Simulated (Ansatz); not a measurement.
## Mg: geometry relaxation

- system: Mg (P6₃/mmc, 2 atoms in the cell)
- method: DFT PBEsol, scalar-relativistic, plane waves, PAW, no spin polarisation (Ansatz 0.2.0)

The structure derives from a Materials Project entry. Figures and captions count atoms from 1; the log counts them from 0 in places.

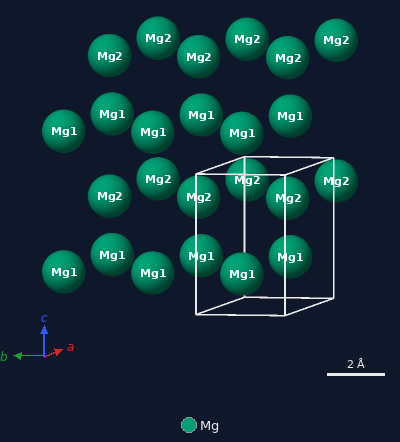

*The starting structure (spheres-only view of the cell of the calculation, repeated 2 × 3 × 2, seen at an oblique angle; atoms are numbered from 1 in the order of the input).*

**Input**
```yaml
crystal:
  lattice:
    - [3.17202329, 0.0, 0.0]
    - [-1.58601164, 2.74705275, 0.0]
    - [0.0, 0.0, 5.1412049]
  atoms:
    - { symbol: Mg, position: [0.33333333, 0.66666667, 0.25] }
    - { symbol: Mg, position: [0.66666667, 0.33333333, 0.75] }
basis:
  ecutwfc: 420
kpoints:
  mp_grid: { grid: [18, 18, 8] }
hamiltonian:
  xc: pbesol
scf:
  occupations: { method: gaussian, width: 0.1 }
output:
  forces: true
  stress: true
  eigenvalues: true
  write_density: true
  write_potential: true
  elf: true
  volumetric_format: npy
relax:
  adjacent_minimum: "off"
  f_tol: 0.005
  max_steps: 80
  cell: { stress_tol: 0.05 }
```

Run on 4 threads of Intel Xeon @ 2.70GHz, 189 GiB of memory available, shared host.

Command:
```bash
ansatz run input.yaml --threads 4 --pin off --max-ram 8192MiB --backend cpu --events-out ev --progress --plain --runs-dir out
```

**Log**
```
Engine: ansatz 0.2.0, x86_64-unknown-linux-gnu
Pseudopotentials: kind: paw
Pseudopotential: Mg, paw, valence charge 10, recommended cutoff 420 eV (normal), Mg.paw.azcp
Functional definition: PBEsol
  exchange = pbesol_x
  correlation = pbesol_c
Crystal: 2 atoms, lattice volume = 44.799 Å³
Basis set: ecut = 420 eV, 881 PW (Γ), exchange–correlation on 48×48×72 points (8 copies of the dense FFT grid, shifted against one another)
Bands: 14, of which v1, the nominal top of the filled ones, is band 10 counted from 1 (9 counted from 0)
Symmetry: 24 space group operations
Space group: P63/mmc (ITA 194), of the structure as read, at distance tolerance 3.6e-5 Å
k-points: 185 of 2592
Non-local potential: Mg, projectors of the file, l = 0: 3, l = 1: 2, l = 2: 1
PAW form: soft (Blöchl's): semilocal exchange-correlation on the pseudo side does not see the compensation charge
PAW frozen core: Mg, regenerated for the run's functional, and the local potential with it (the file was generated under x = pbe(κ = 0.804, μ = 0.2195149727645171), c = pbe(β = 0.06672455060314922))
PAW one-centre angular grid: Mg, 110 points (default); XC on 64 Gauss nodes
Initial density: superposition of atomic densities (neutral atoms: chi_scale 0, normalization atom), corrected by the library's trained network
Initial wavefunctions: pseudopotential atomic-orbital guess
Functional: x = pbesol(κ = 0.804, μ = 0.12345679012345678), c = pbesol(β = 0.046)
SCF iter   1: F=—  HF=-3824.106048 eV  |F-HF|=—  |Δ(HF+E_count)|=         —  Δρ=2.07e-3  dr2=1.01e-3  ethr=1.77e-3  ⟨swp⟩=5.0  Hψ=12924  notcnv=0
preconditioner: auto → none  [metal: Δε(μ)=0.020 eV  Ē_g=7.013 eV  σ=0.100 eV  W_gap=0.11  n_scr=8 (ndim 8)  ℏωp=11.1 eV  f_vac=0.000  D(μ)=0.92/eV (n_scr^D=2)  sad-step TF]
SCF iter   2: F=—  HF=-3824.104777 eV  |F-HF|=—  |Δ(HF+E_count)|=   1.27e-3  Δρ=9.46e-4  dr2=2.90e-4  ethr=5.03e-6  ⟨swp⟩=2.8  Hψ=6006  notcnv=0
SCF iter   3: F=—  HF=-3824.104671 eV  |F-HF|=—  |Δ(HF+E_count)|=   1.07e-4  Δρ=1.54e-4  dr2=1.04e-5  ethr=1.45e-6  ⟨swp⟩=2.0  Hψ=4208  notcnv=0
SCF iter   4: F=—  HF=-3824.104665 eV  |F-HF|=—  |Δ(HF+E_count)|=   5.35e-6  Δρ=4.08e-5  dr2=3.67e-7  ethr=5.20e-8  ⟨swp⟩=2.1  Hψ=4343  notcnv=0
iter 5 did not close the SCF: its close was put off for the readings that it lacked (scf_convergence_deferred on its scf_iter line)
SCF iter   5: F=-3824.104665 eV  HF=-3824.104665 eV  |F-HF|=2.19e-8  |Δ(HF+E_count)|=   3.52e-7  Δρ=8.75e-6  dr2=1.80e-8  ethr=1.83e-9  ⟨swp⟩=2.0  Hψ=4206  notcnv=0
SCF iter   6: F=-3824.104665 eV  HF=-3824.104665 eV  |F-HF|=2.23e-11  |Δ(HF+E_count)|=   1.45e-8  Δρ=4.14e-7  dr2=3.00e-11  ethr=9.02e-11  ⟨swp⟩=5.2  Hψ=12338  notcnv=0
SCF 1 converged in 6 iterations: F = -3824.104665 eV  dr2 = 3.00e-11
  greatest PAW one-centre occupation: 1.000 electrons in one spin orbital (limit 2), on the Mg atom at site 1 (counted from 0), in its partial waves of l = 0
relax step   1: F+E_penalty+E_count = -3824.10466500 eV  Δ(F+E_penalty+E_count) = +0.000e0 eV  max|allowed force component| = 3.238e-17 eV/Å  Δτ_max = 0.0000 Å  P = +0.170 GPa  Ω = 44.799 Å³  (6 SCF iters, dr2 threshold 1.00e-7 eV, accepted)
Crystal: 2 atoms, lattice volume = 44.971 Å³
Initial density: handed on by an earlier stage of this run
Initial wavefunctions: those handed on with the density
iter 1 solved again at ethr=2.08e-8 eV; its pass at ethr=3.10e-3 eV (dr2=4.15e-6 eV) is discarded
SCF iter   1: F=—  HF=-3824.105142 eV  |F-HF|=—  |Δ(HF+E_count)|=         —  Δρ=8.84e-5  dr2=4.81e-6  ethr=2.08e-8  ⟨swp⟩=3.5  Hψ=19734  notcnv=0
preconditioner: auto → none  [metal: Δε(μ)=0.009 eV  Ē_g=6.994 eV  σ=0.100 eV  W_gap=0.05  n_scr=8 (ndim 8)  ℏωp=11.1 eV  f_vac=0.000  D(μ)=0.92/eV (n_scr^D=2)]
SCF iter   2: F=—  HF=-3824.105134 eV  |F-HF|=—  |Δ(HF+E_count)|=   8.57e-6  Δρ=4.01e-5  dr2=9.44e-7  ethr=2.08e-8  ⟨swp⟩=1.0  Hψ=2590  notcnv=0
SCF iter   3: F=-3824.105133 eV  HF=-3824.105133 eV  |F-HF|=1.23e-11  |Δ(HF+E_count)|=   3.20e-7  Δρ=1.18e-6  dr2=3.07e-10  ethr=1.00e-9  ⟨swp⟩=8.8  Hψ=16882  notcnv=0
SCF 2 converged in 3 iterations: F = -3824.105133 eV  dr2 = 3.07e-10
relax step   2: F+E_penalty+E_count = -3824.10513348 eV  Δ(F+E_penalty+E_count) = -4.685e-4 eV  max|allowed force component| = 1.619e-17 eV/Å  Δτ_max = 0.0000 Å  P = +0.024 GPa  Ω = 44.971 Å³  energy of the carried Pulay correction = -2.588e-6 eV  (3 SCF iters, dr2 threshold 2.00e-7 eV, accepted)
Crystal: 2 atoms, lattice volume = 44.986 Å³
iter 1 solved again at ethr=3.09e-8 eV; its pass at ethr=3.10e-3 eV (dr2=6.17e-6 eV) is discarded
SCF iter   1: F=—  HF=-3824.105276 eV  |F-HF|=—  |Δ(HF+E_count)|=         —  Δρ=1.05e-4  dr2=7.04e-6  ethr=3.09e-8  ⟨swp⟩=3.6  Hψ=19653  notcnv=0
preconditioner: auto → none  [metal: Δε(μ)=0.013 eV  Ē_g=6.987 eV  σ=0.100 eV  W_gap=0.07  n_scr=8 (ndim 8)  ℏωp=11.1 eV  f_vac=0.000  D(μ)=0.89/eV (n_scr^D=2)]
SCF iter   2: F=—  HF=-3824.105264 eV  |F-HF|=—  |Δ(HF+E_count)|=   1.19e-5  Δρ=4.72e-5  dr2=1.36e-6  ethr=3.09e-8  ⟨swp⟩=1.0  Hψ=2590  notcnv=0
SCF iter   3: F=-3824.105264 eV  HF=-3824.105264 eV  |F-HF|=3.38e-10  |Δ(HF+E_count)|=   2.62e-7  Δρ=1.52e-6  dr2=3.51e-10  ethr=2.82e-10  ⟨swp⟩=6.5  Hψ=14307  notcnv=0
SCF 3 converged in 3 iterations: F = -3824.105264 eV  dr2 = 3.51e-10
relax step   3: F+E_penalty+E_count = -3824.10526422 eV  Δ(F+E_penalty+E_count) = -1.307e-4 eV  max|allowed force component| = 2.082e-17 eV/Å  Δτ_max = 0.0000 Å  P = +0.014 GPa  Ω = 44.986 Å³  energy of the carried Pulay correction = -2.944e-6 eV  (3 SCF iters, dr2 threshold 5.64e-8 eV, accepted)
Initial wavefunctions: pseudopotential atomic-orbital guess (no wavefunctions were taken with the density)
iter 1 solved again at ethr=1.80e-8 eV; its pass at ethr=3.10e-3 eV (dr2=3.60e-6 eV) is discarded
SCF iter   1: F=—  HF=-3824.105279 eV  |F-HF|=—  |Δ(HF+E_count)|=         —  Δρ=2.91e-5  dr2=8.65e-9  ethr=1.80e-8  ⟨swp⟩=4.0  Hψ=21153  notcnv=0
SCF iter   2: F=—  HF=-3824.105267 eV  |F-HF|=—  |Δ(HF+E_count)|=   1.18e-5  Δρ=1.45e-5  dr2=2.11e-9  ethr=4.33e-11  ⟨swp⟩=2.0  Hψ=4469  notcnv=0
SCF iter   3: F=—  HF=-3824.105267 eV  |F-HF|=—  |Δ(HF+E_count)|=   3.62e-7  Δρ=7.16e-7  dr2=2.18e-11  ethr=1.05e-11  ⟨swp⟩=2.0  Hψ=2963  notcnv=0
SCF iter   4: F=-3824.105267 eV  HF=-3824.105267 eV  |F-HF|=9.09e-13  |Δ(HF+E_count)|=  7.81e-10  Δρ=8.48e-8  dr2=2.18e-12  ethr=1.00e-12  ⟨swp⟩=5.3  Hψ=9932  notcnv=0
SCF 4 converged in 4 iterations: F = -3824.105267 eV  dr2 = 2.18e-12
relax step   4: F+E_penalty+E_count = -3824.10526697 eV  Δ(F+E_penalty+E_count) = -2.749e-6 eV  max|allowed force component| = 1.156e-17 eV/Å  Δτ_max = 0.0000 Å  P = +0.014 GPa  Ω = 44.986 Å³  stress off target by 4.92e-2 GPa  SCF on the basis re-selected at this cell (its energy is not comparable with the rows above)  (4 SCF iters)
```

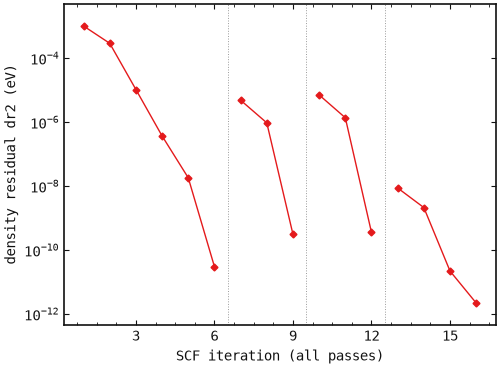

*Convergence of the self-consistent field: density residual dr2 against the SCF iteration. The dotted lines part the SCF passes of the relaxation: geometry steps, rejected trials and re-solves on a re-selected basis.*

The passes take 6, 3, 3 and 4 iterations.

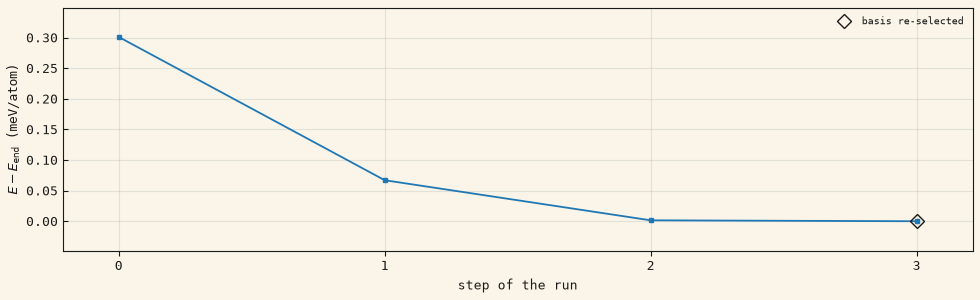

*Progress of the relaxation, step by step (the first geometry is step 0 here and step 1 in the log).*

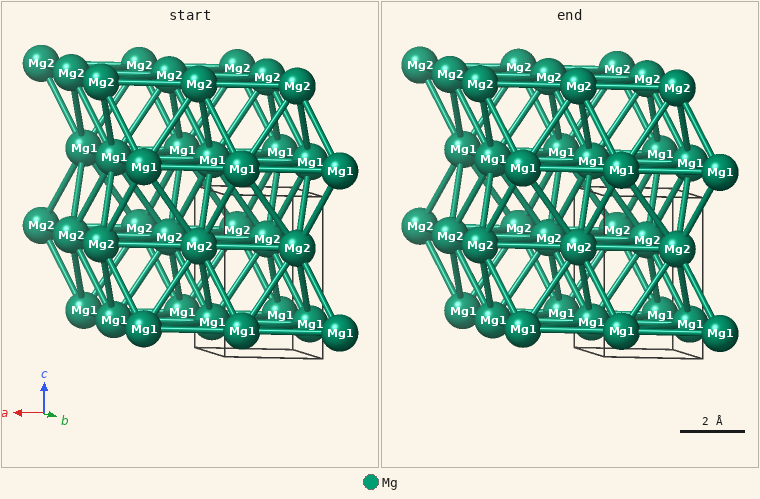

*Before (left) and after (right) the relaxation, at one scale (ball-and-stick view of the cell of the calculation, repeated 3 × 3 × 2, seen at an oblique angle).*

No atom moves by more than 0.005 Å relative to the cell. Cell: a = b 3.172 → 3.189 Å (+0.5 %), c 5.141 → 5.109 Å (−0.6 %). Volume +0.4 %. Distances before and after: Mg1–Mg1 3.172 → 3.189 Å, Mg1–Mg2 3.156 → 3.149 Å. The space group stays P6_3/mmc (No. 194). Over 2 geometry steps the energy falls by 0.3 meV per atom. All forces vanish by symmetry, so only the cell relaxes. Pressure: 0.17 GPa at the start and 0.01 GPa at the end. A last SCF at the same geometry on a re-selected plane-wave basis shifts the energy by next to nothing (0.0 meV per atom). (Atoms are counted from 1 in the order of the input.)

```
basis re-selected at this cell: Δ(F+E_penalty+E_count) = -2.749e-6 eV, ΔP = -0.000 GPa vs the last step (what re-selecting the basis moved, of the pressure what is left beyond the Pulay correction that the steps carried, after the strain that the cell walked since its last selection, with what the two solves' SCF thresholds leave and, on support functions, any second-order correction that the steps lacked; it is no measure of the basis error at this ecutwfc). This SCF's stress stands 4.92e-2 GPa from its target on what of the cell is left free (relax.cell.stress_tol is 5.00e-2 GPa) and its largest allowed force component is 1.16e-17 eV/Å (relax.f_tol is 5.00e-3 eV/Å): within both
SCF converged after 4 iterations
Free energy (F): -3824.105267 eV
Harris-Foulkes:  -3824.105267 eV  (|F-HF|=9.09e-13)
Internal energy: -3824.100804 eV  (E = F + TS)
E sigma→0 (E₀):  -3824.103036 eV
Entropy (-TS):   -0.004463 eV (-2.231 meV/atom)
Fermi energy:    5.785042 eV
--- Per-component energies (eV) ---
  E_band       = -708.806571
  E_kinetic    = 149.962796
  E_local      = -3224.888087  (includes V_loc(G=0)·N_el)
  E_nonlocal   = 192.709569
  E_hartree    = 1150.083723
  E_xc         = -56.370881
  E_vxc        = -73.086654  (∫ρ·V_xc dr)
  E_paw        = -562.503135  (= ΣΔE_a)
  E_vpaw       = -53.671652  (= ΣTr[D̂ρ^β])
  E_aug_tail   = -0.000005  (compensation charges beyond the density's cutoff)
  E_ewald      = -1473.212510
  E_core_change = 0.117725  (= ΣΔE_core)
  E_smearing   = -0.004463  (= −TS)
  E_closure    = 0.000000  (closes the sum)
  Σ components = -3824.105267   (vs F -3824.105267, Δ=0.00e0)
--- Forces (eV/Å), atoms counted from 1 ---
  atom   1  Mg     0.00000000     0.00000000     0.00000000
  atom   2  Mg     0.00000000    -0.00000000     0.00000000
  max |Σ_I F_I| component: 4.63e-18 eV/Å
--- Stress (GPa, compression-positive) ---
       -0.003989       0.000000       0.000000
        0.000000      -0.003989       0.000000
        0.000000       0.000000       0.049183
  P = ⅓ Tr σ = 0.0137 GPa (0.137 kbar)
--- Band table (eV; the first three rows and the last of 185) ---
  k-point 0: bands = ["-69.8477", "-69.8441", "-36.8082", "-36.7768", "-36.7768", "-36.7710", "-36.7710", "-36.7710", "-1.2424", "4.1324", "4.6590", "16.6872", "16.6872", "16.8063"]
  k-point 1: bands = ["-69.8475", "-69.8443", "-36.8068", "-36.7766", "-36.7766", "-36.7724", "-36.7712", "-36.7712", "-1.1518", "3.0781", "5.8685", "16.7586", "16.7586", "16.8670"]
  k-point 2: bands = ["-69.8472", "-69.8446", "-36.8028", "-36.7765", "-36.7760", "-36.7760", "-36.7719", "-36.7719", "-0.8805", "1.9577", "7.4542", "15.1333", "16.9645", "16.9645"]
  k-point 184: bands = ["-69.8437", "-69.8437", "-36.7998", "-36.7998", "-36.7913", "-36.7913", "-36.7778", "-36.7778", "5.9410", "5.9410", "6.4201", "6.4201", "7.3283", "7.3283"]
--- Relaxed structure (3 steps of the walk, 3 accepted, 1 SCFs on fresh bases) ---
  F+E_penalty+E_count = -3824.10526697 eV   max|allowed force component| = 1.156e-17 eV/Å   (the final SCF, on the basis selected at the relaxed cell)
  cell:  # Å, volume = 44.9863 Å³
    - [3.1887258087209496, -2.9019518069051396e-9, 0.0]
    - [-1.594362901847311, 2.761517557506397, 0.0]
    - [0.0, 0.0, 5.1087549173167695]
  atoms:
    - { symbol: Mg, position: [0.33333333333333326, 0.6666666666666665, 0.24999999999999997] }
    - { symbol: Mg, position: [0.6666666666666666, 0.33333333333333326, 0.7499999999999999] }
```

**Trajectory as extended XYZ (Å, eV, eV/Å), 4 frames, from step=1 to step=4**
```
2
Lattice="3.1720 0.0000 0.0000 -1.5860 2.7471 0.0000 0.0000 0.0000 5.1412" Properties=species:S:1:pos:R:3:forces:R:3 step=1 energy=-3824.10466 pressure_GPa=0.17
Mg    0.0000    1.8314    1.2853    0.0000   0.0000   0.0000
Mg    1.5860    0.9157    3.8559    0.0000   0.0000   0.0000
2
Lattice="3.1816 0.0000 0.0000 -1.5908 2.7554 0.0000 0.0000 0.0000 5.1299" Properties=species:S:1:pos:R:3:forces:R:3 step=2 energy=-3824.10513 pressure_GPa=0.02
Mg    0.0000    1.8369    1.2825    0.0000   0.0000   0.0000
Mg    1.5908    0.9185    3.8474    0.0000   0.0000   0.0000
2
Lattice="3.1887 0.0000 0.0000 -1.5944 2.7615 0.0000 0.0000 0.0000 5.1088" Properties=species:S:1:pos:R:3:forces:R:3 step=3 energy=-3824.10526 pressure_GPa=0.01
Mg    0.0000    1.8410    1.2772    0.0000   0.0000   0.0000
Mg    1.5944    0.9205    3.8316    0.0000   0.0000   0.0000
2
Lattice="3.1887 0.0000 0.0000 -1.5944 2.7615 0.0000 0.0000 0.0000 5.1088" Properties=species:S:1:pos:R:3:forces:R:3 step=4 energy=-3824.10527 pressure_GPa=0.01
Mg    0.0000    1.8410    1.2772    0.0000   0.0000   0.0000
Mg    1.5944    0.9205    3.8316    0.0000   0.0000   0.0000
```

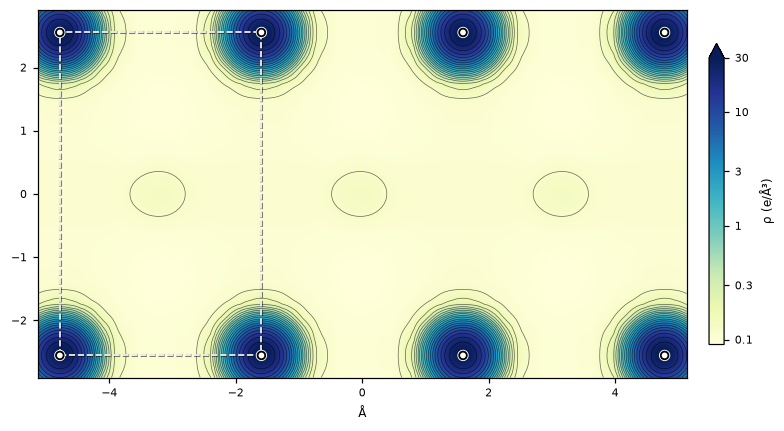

*Valence electron density on the (100) plane of the conventional cell. Circles mark the nuclei in the plane (Mg).*

The section cuts through Mg sites. Mg–Mg (3.19 Å): the density is about 0.1 e/Å³ at the midpoint. Away from the nuclei the density in this plane falls to 0.09 e/Å³ at its lowest. In a PAW calculation such maps are meaningful between the atoms, not at the nuclei.

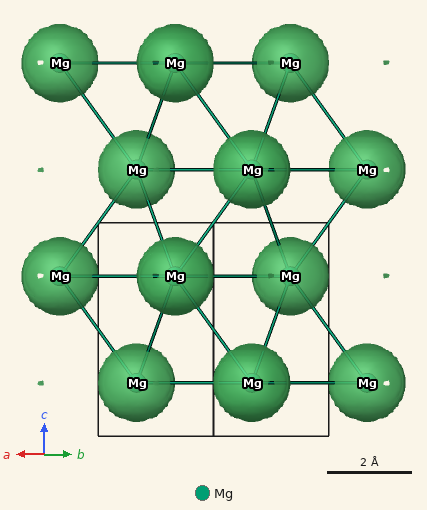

*Isosurface of the valence electron density at 0.15 e/Å³ (green), seen along [110]. Sticks mark near contacts. The outline is the cell set on symmetry axes.*

At this value the density breaks into separate islands; it holds about 80 % of the electrons treated as valence (semicore included). It is pinched off along the Mg–Mg (3.15 Å) and Mg–Mg (3.19 Å) contacts. On the grid the lowest density along these lines, outside the cores, is 0.1 e/Å³ (Mg–Mg, 3.15 Å) and 0.1 e/Å³ (Mg–Mg, 3.19 Å).

**Summary**

```json
{"quantity": "outcome", "value": "converged"}
{"quantity": "space group (tolerance 0.01 Å)", "value": "P6₃/mmc (194)"}
{"quantity": "electrons treated", "value": "20"}
{"quantity": "free energy", "value": "−3824.1053 eV"}
{"quantity": "Fermi energy", "value": "5.785 eV"}
{"quantity": "gap on the k-point mesh", "value": "none (metallic)"}
{"quantity": "pressure", "value": "0.01 GPa"}
{"quantity": "final volume", "value": "44.99 Å³"}
{"quantity": "largest force (length of the vector) at the end", "value": "under 0.001 eV/Å"}
{"quantity": "final cell", "value": "a = 3.189 Å, b = 3.189 Å, c = 5.109 Å, α = 90.00°, β = 90.00°, γ = 120.00°"}
{"quantity": "wall time", "value": "6.4 s (CPU time 21 s)"}
{"quantity": "peak memory", "value": "0.44 GiB"}
```
